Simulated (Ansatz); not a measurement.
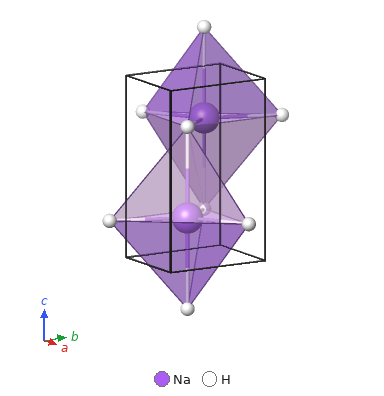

Crystal structure, polyhedral style, seen slightly off an axis. The parallelepiped is the conventional unit cell. A few atoms beyond the faces are included.

NaH, space group P6_3/mmc (No. 194), a = 3.819 Å, b = 3.819 Å, c = 4.920 Å, α = 90.00°, β = 90.00°, γ = 120.00°. The model was built from a structure type filled with these elements by a generator (whether the compound takes this form wasn't checked). The cell was then strained or its atoms displaced on purpose. Ansatz was used for an electronic-structure calculation on it.

This one geometry was computed with Ansatz (DFT, plane waves, PAW) at three levels of theory: HSE06, PBE and r2SCAN. It was relaxed with r2SCAN and then strained.

### How does the band gap change with the level of theory?

PBE: a gap of 3.55 eV, indirect; r2SCAN: a gap of 3.91 eV, indirect; HSE06: a gap of 4.53 eV, indirect.

### Collect the results in a table.

| level | cutoff (eV) | k-mesh of the run's cell | gap (eV) | pressure (GPa) |
| --- | --- | --- | --- | --- |
| HSE06 | 420 | 6×6×4 | 4.53 | 1.3 |
| PBE | 420 | 12×12×6 | 3.55 | 1.5 |
| r2SCAN | 500 | 12×12×6 | 3.91 | 1.2 |

Gaps are taken on the k-mesh or band path of each run.
